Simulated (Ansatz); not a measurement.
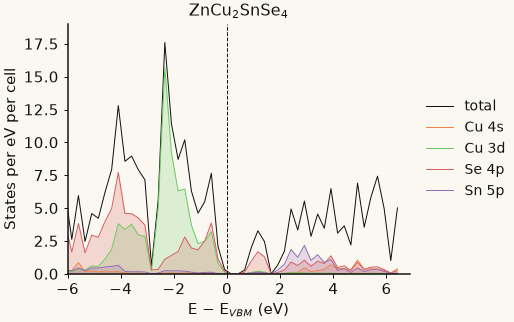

Density of states. Energies are counted from the top of the valence band. The partial curves are projected on Löwdin-orthogonalised atomic shells; they sum to less than the total at higher energies, where shells without a projector contribute.

The Ansatz input:

```
crystal:
  lattice:
    - [-0.001501, 5.54055, -0.001092]
    - [5.53457, -0.001501, 0.003053]
    - [2.763492, 2.770613, -5.529849]
  atoms:
    - { symbol: Sn, position: [0.510383, 0.500343, 0.007571] }
    - { symbol: Se, position: [0.635248, 0.607839, 0.274182] }
    - { symbol: Se, position: [0.396713, 0.905111, 0.728989] }
    - { symbol: Se, position: [0.083824, 0.102442, 0.28219] }
    - { symbol: Se, position: [0.895836, 0.389488, 0.741354] }
    - { symbol: Cu, position: [0.755286, 0.239897, 0.532947] }
    - { symbol: Cu, position: [0.226193, 0.745196, 0.517003] }
    - { symbol: Zn, position: [0.994169, 0.009198, 0.001371] }
kpoints:
  mp_grid: { grid: [4, 4, 3], shift: [0.5, 0.5, 0.0] }
magnetization:
  spin_polarized: false
scf:
  occupations: { method: fermi_dirac }
  lower_state_search: "off"
  max_iter: 200
hamiltonian:
  pseudopotentials: { kind: paw }
  xc: pbe
basis:
  ecutwfc: 420
  fft_grid_basis: typed
output:
  forces: true
  stress: true
  eigenvalues: true
  bader: true
  populations: true
  elf: true
  write_potential: true
  volumetric_format: npy
  dos:
    e_range: [-12, 8]
    de: 0.05
    projected: { site_lists: { Cu: [Cu], Se: [Se], Sn: [Sn], Zn: [Zn] } }
checkpoint:
  read: saved_state
```

Q: Is there a gap at the Fermi level, and how wide?

A: There is a gap; over the k points computed it is 0.68 eV.

Q: Where is the tallest peak in the window, and which states make it?

A: The tallest peak in the window is at −2.3 eV; by projected weight it is Cu 3d almost alone.

Q: What is the character of the states on either side of the gap?

A: By projected weight, the top eV of the valence band is Se 4p (50 %) and Cu 3d (45 %); the bottom eV of the conduction band is Se 4p (55 %).

Q: Where is the centre of the Cu 3d band?

A: Over the range shown, the centre of the Cu 3d weight lies 2.3 eV below the valence-band top, and the shell is essentially full.

The atoms aren't at rest in this cell (largest force 1.8 eV/Å), so the relaxed material can differ. The cell is at 10 GPa in this functional.
